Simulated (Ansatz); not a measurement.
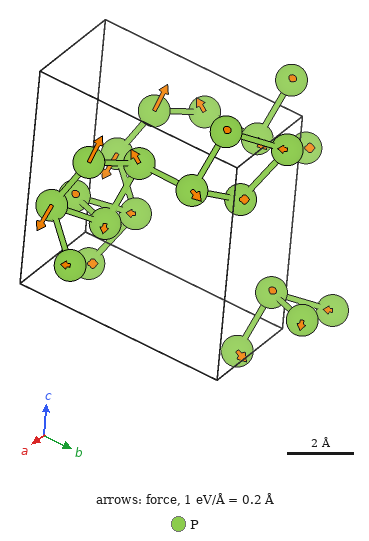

Starting geometry of solid P (a generated structure, set up in P1) (coarse preliminary run) with the computed forces as orange arrows. A ball-and-stick model of the cell of the calculation, seen slightly off an axis.

Theory: Ansatz, DFT PBE, scalar-relativistic, plane waves, PAW. Set-up: plane-wave cutoff 420 eV; k-point mesh 4 × 4 × 4; occupations gaussian; smearing width 0.1 eV; no spin polarisation; cell and atoms relaxed; force threshold 0.025 eV/Å; at most 60 steps.

Is this structure relaxed? If not, where do the atoms go?

Answer. It isn't relaxed: the largest force vector, on a P atom, is 5.00 eV/Å. The final displacements have little in common with the starting forces (cosine between the two patterns 0.21). The energy falls by 1.637 eV per cell of the calculation in 11 accepted moves (14 points after the start). Largest force component: 3.6 eV/Å at the start, 0.014 eV/Å at the end. The pressure goes from 2.41 to 0.00 GPa. The line search rejected the trial steps at points 3, 10 of the run. The SCF was repeated once at an unchanged geometry on a basis and grid sized afresh for the cell, which shifted the energy by 1.3 meV per cell of the calculation at most. A P atom moves most relative to the cell: 0.61 Å along [1 2 3]. The volume changes by −7.2 %, with a 6.316 → 6.435 Å (+1.9 %), b 6.790 → 6.436 Å (−5.2 %), c 6.474 → 6.437 Å (−0.6 %), α 110.0° → 104.6°, β 107.4° → 104.5°, γ 110.3° → 120.0°. Some distances before and after: P–P 2.530 → 2.247 Å, P–P 1.975 → 2.258 Å, P–P 2.103 → 2.248 Å, P–P 2.405 → 2.260 Å. Bond angles that change, for instance: P–P–P 86.3° → 101.1°, P–P–P 104.2° → 91.0°, P–P–P 94.9° → 88.0°. The space group (tolerance 0.01 Å) goes from P1 (No. 1) to I2_12_12_1 (No. 24). The run took 43 s on 4 threads of Intel(R) Xeon(R) 6975P-C (Granite Rapids), with other jobs on the host, peak memory 0.67 GiB.
